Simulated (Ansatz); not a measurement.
# TiB: what the fields show

```
CELL_PARAMETERS angstrom
2.35841 -2.35841 0.00000
2.35841 2.35841 0.00000
0.00000 0.00000 3.33479
ATOMIC_POSITIONS crystal
Ti 0.50000 0.00000 0.25000
Ti 0.00000 0.50000 0.75000
B 0.00000 0.00000 0.00000
B 0.50000 0.50000 0.50000
```

Space group I-4m2; computed pressure about 106 GPa in this cell; computed without spin polarisation.

The calculation used DFT r2SCAN, scalar-relativistic, plane waves, PAW (Ansatz).

The density is the valence pseudo-density of a PAW calculation; it isn't the true density close to the nuclei.

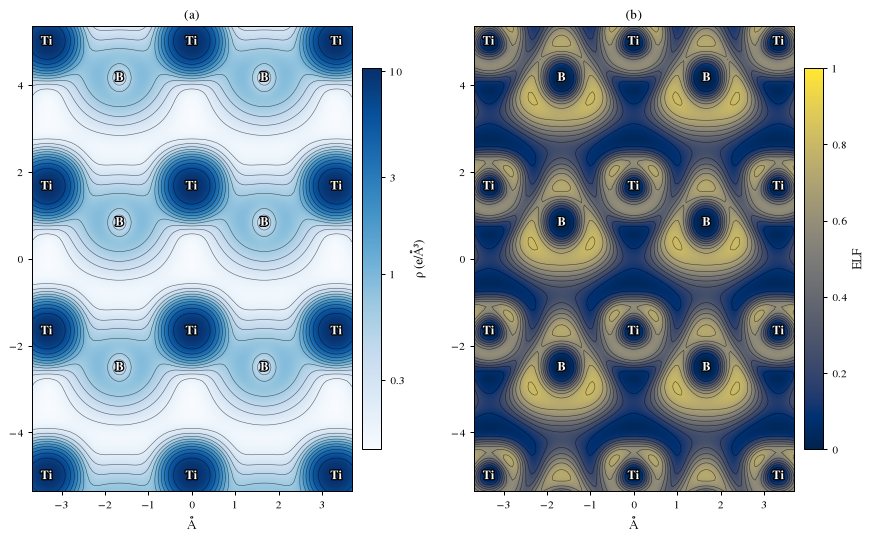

Figure 1. (a) valence pseudo-density; (b) ELF on the (010) plane of the conventional cell.

**What do the fields say about this system?**

- Atoms in the plane: Ti and B.
- Ti–B (1.86 Å): the density is about 0.88 e/Å³ at the midpoint; the ELF peaks at about 0.60 in the valence shell of B, 0.6 Å from its nucleus, and drops to about 0.35 between the two atoms.
- Between the atoms the lowest density in this plane is 0.14 e/Å³.
- The features right at Ti lie inside the PAW spheres, where the map follows smoothed inner orbitals and isn't to be read closely.

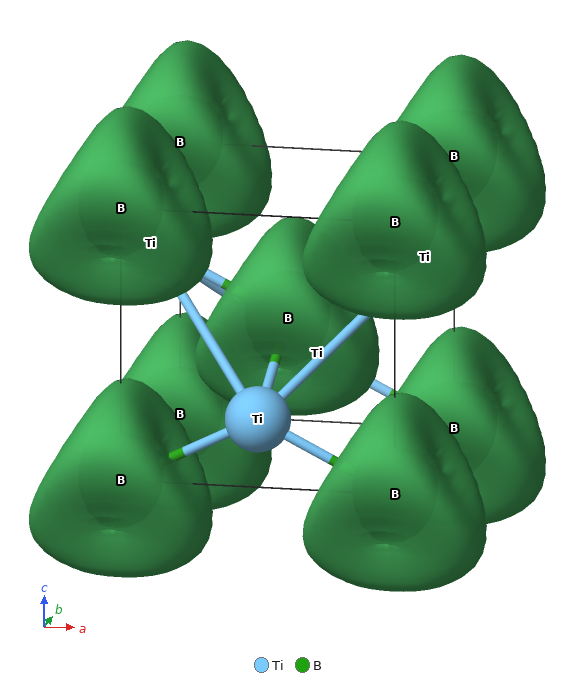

Figure 2. Isosurface of the ELF at 0.55 (green), seen slightly off an axis. Only the valence region is drawn (cores and ρ < 0.01 e/Å³ removed). Sticks mark near contacts.

**Describe the localisation domains.**

The ELF exceeds this value in two regions wrapped around B (the valence shell of each), counted in one cell of 4 atoms. Any copies at cell faces, edges or corners count once. Along the contacts the grid gives the following. Ti–Ti (2.89 Å): the ELF is about 0.50 at the midpoint.

**Does the calculation make it a metal, or give it a gap?**

It is metallic or semimetallic at this level of theory: no gap opens.
